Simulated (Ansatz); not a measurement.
TiSi₂ (slab)

The calculation's input:

```
crystal:
  lattice:
    - [4.7597362629, 0.0, 0.0]
    - [-2.3588725787, 4.134103222, 0.0]
    - [0.0, 0.0, 21.2581108956]
  atoms:
    - { symbol: Ti, position: [0.0, 0.0, 0.3998473826] }
    - { symbol: Si, position: [0.3373300282, 0.6626699718, 0.3998473826] }
    - { symbol: Si, position: [0.6626699718, 0.3373300282, 0.3998473826] }
    - { symbol: Ti, position: [0.0, 0.5, 0.5] }
    - { symbol: Si, position: [0.6626699718, 0.8373300282, 0.5] }
    - { symbol: Si, position: [0.3373300282, 0.1626699718, 0.5] }
    - { symbol: Ti, position: [0.5, 0.5, 0.6001526174] }
    - { symbol: Si, position: [0.8373300282, 0.1626699718, 0.6001526174] }
    - { symbol: Si, position: [0.1626699718, 0.8373300282, 0.6001526174] }
basis:
  ecutwfc: 500
kpoints:
  mp_grid: { grid: [7, 7, 1] }
hamiltonian:
  xc: r2scan
scf:
  occupations: { method: gaussian, width: 0.1 }
output:
  forces: true
  eigenvalues: true
  write_density: true
  write_potential: true
  elf: true
  volumetric_format: npy
relax:
  adjacent_minimum: "off"
  f_tol: 0.03
  max_steps: 70
  constraints: [{ sites: [0, 1, 2] }]
efield:
  axis: 3
  dipole_correction: true
  ramp_width: 0.04
```

Command:

```sh
ansatz run input.yaml --threads 4 --pin off --max-ram 10240MiB --backend cpu --events-out ev --progress --plain --runs-dir out
```

The fields are those of the run's last geometry, not of the input's.

Computed without spin polarisation.

Level of theory: DFT r2SCAN, scalar-relativistic, plane waves, PAW (Ansatz).

Core electrons are frozen (PAW), and the valence fields are smoothed inside the atomic spheres.

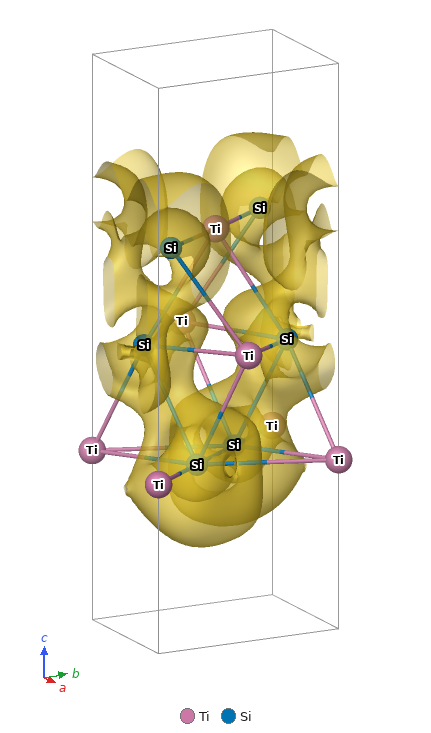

Figure 1. Isosurface of the ELF at 0.65 (yellow), seen slightly off an axis. Core shells and regions of very low density are left out. Sticks mark near contacts.

Identify the bonds, lone pairs and shells in this picture.

The surface consists of sheets that run through the cell in two directions, counted in one cell of 9 atoms. Counts are for one cell; the picture repeats the cell along the surface. Along the contacts the grid gives the following. Si–Si (2.49 Å): the ELF peaks at about 0.80 between the atoms. Ti–Si (2.56 Å): the ELF peaks at about 0.75 in the valence shell of Si, 0.9 Å from its nucleus, and is about 0.45 at the midpoint.

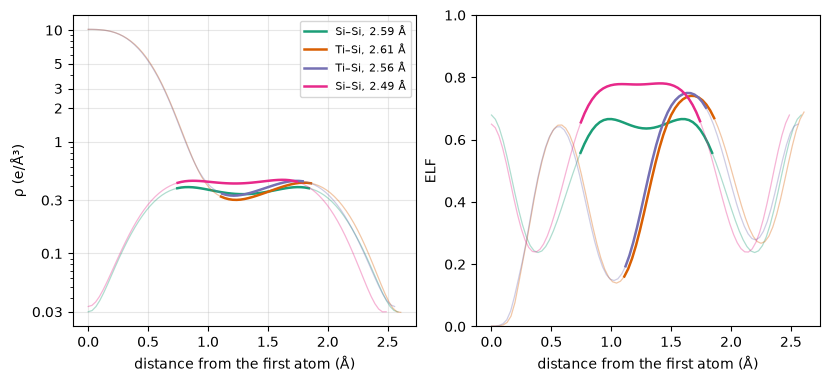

Figure 2. Valence pseudo-density and electron localisation function along straight lines between neighbouring atoms. Thin, pale parts lie inside the atomic spheres.

What can be read from the curves?

Si–Si (2.59 Å): ρ at the midpoint is about 0.34 e/Å³; the ELF peaks at about 0.65 between the atoms.
Ti–Si (2.61 Å): the density is about 0.31 e/Å³ at the midpoint; the ELF peaks at about 0.75 in the valence shell of Si, 0.9 Å from its nucleus, and is about 0.40 at the midpoint.
Ti–Si (2.56 Å): ρ is about 0.33 e/Å³ halfway; the ELF peaks at about 0.75 in the valence shell of Si, 0.9 Å from its nucleus, and is about 0.45 at the midpoint.
Si–Si (2.49 Å): ρ at the midpoint is about 0.42 e/Å³; the ELF peaks at about 0.80 between the atoms.

Does the calculation make it a metal, or give it a gap?

It is gapless in this calculation (a metal or semimetal).
